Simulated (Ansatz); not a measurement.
A periodic structure is given below.

```
CELL_PARAMETERS angstrom
2.87257 0.03235 0.00000
-1.40808 2.47839 0.00000
0.00000 0.00000 4.69597
ATOMIC_POSITIONS crystal
Ge 0.26196 0.71027 0.75000
Ge 0.55169 0.26196 0.25000
```

**Give a crystallographic description of this input.**

The element is germanium. Strictly the space group is P2_1/m (No. 11, within 0.01 Å). It is a distorted form of a primitive hexagonal structure, space group P6_3/mmc (No. 194) within 0.60 Å: hexagonal close-packed (Mg type). The cell holds two atoms.

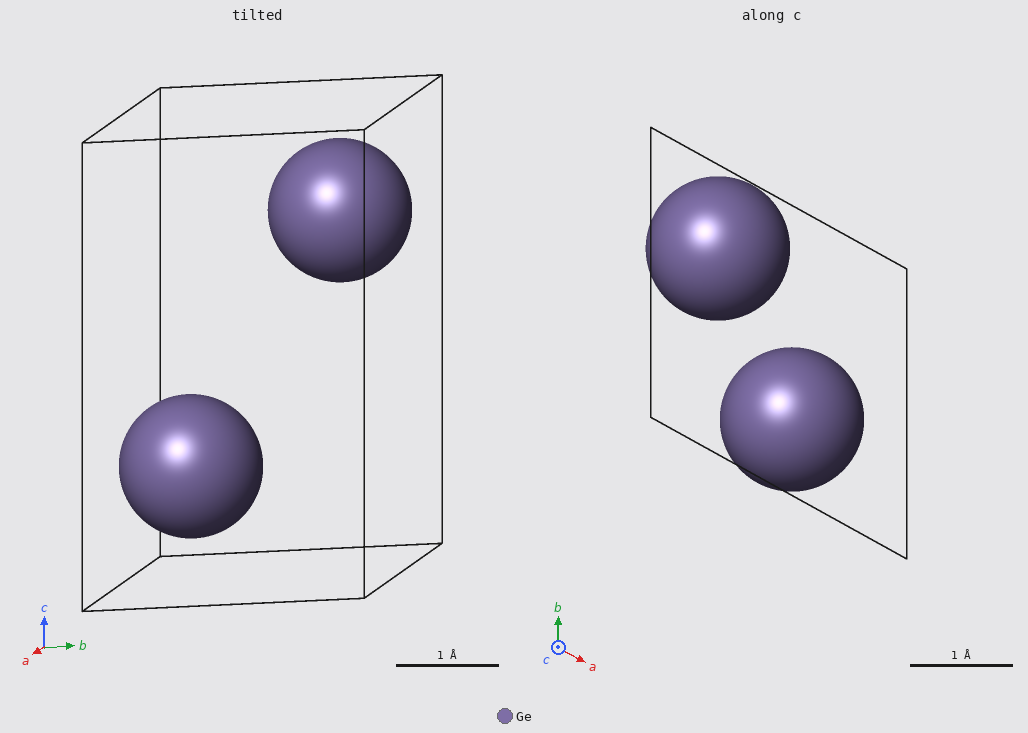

Crystal structure, spheres-only style, seen slightly off an axis and along the c axis. One unit cell is framed, with atoms on its boundary repeated.

The cell started as a structure listed in the Materials Project. The cell was then strained or its atoms displaced on purpose. Ansatz was used for an electronic-structure calculation on it.

At this level of theory the cell isn't at rest (compressed, at 8 GPa), so its distances can differ from those at equilibrium, the more so the softer the solid.
